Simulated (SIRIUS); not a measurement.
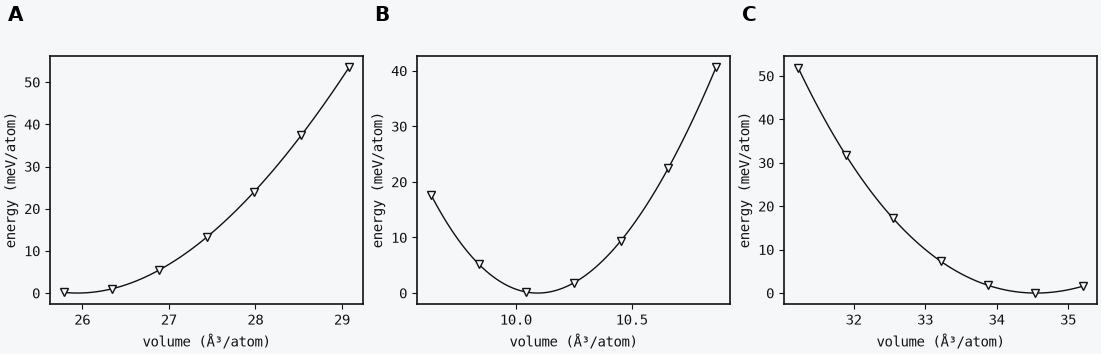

Each panel shows the energy against volume for one of these solids: HgTe, F-43m (No. 216); PbS, P-6m2 (No. 187); ZrB₂, P6/mmm (No. 191).

How it was computed, with SIRIUS 7.12.0: plane-wave DFT, no spin polarisation; energies at scaled volumes of the given cell, shape and fractions fixed, counted from the fit's minimum, third-order Birch-Murnaghan fit. Level: PBEsol.

Match the panels to the solids.

Answer. A is PbS (energy from 0.16 meV/atom to 53.48 meV/atom, V0 25.94 Å³/atom, B0 53.7 GPa); B is ZrB₂ (energy from 0.20 meV/atom to 40.60 meV/atom, V0 10.09 Å³/atom, B0 250 GPa); C is HgTe (energy from 0.00 meV/atom to 51.93 meV/atom, V0 34.55 Å³/atom, B0 42.2 GPa).

For HgTe, limits of the calculation: spin-orbit coupling left out, heavy elements.

For PbS, limits of the calculation: spin-orbit coupling left out, heavy elements; shape and atomic fractions are frozen while scaling, which makes layered, chain and framework solids too stiff.

For ZrB₂, limits of the calculation: shape and atomic fractions are frozen while scaling, which makes layered, chain and framework solids too stiff.
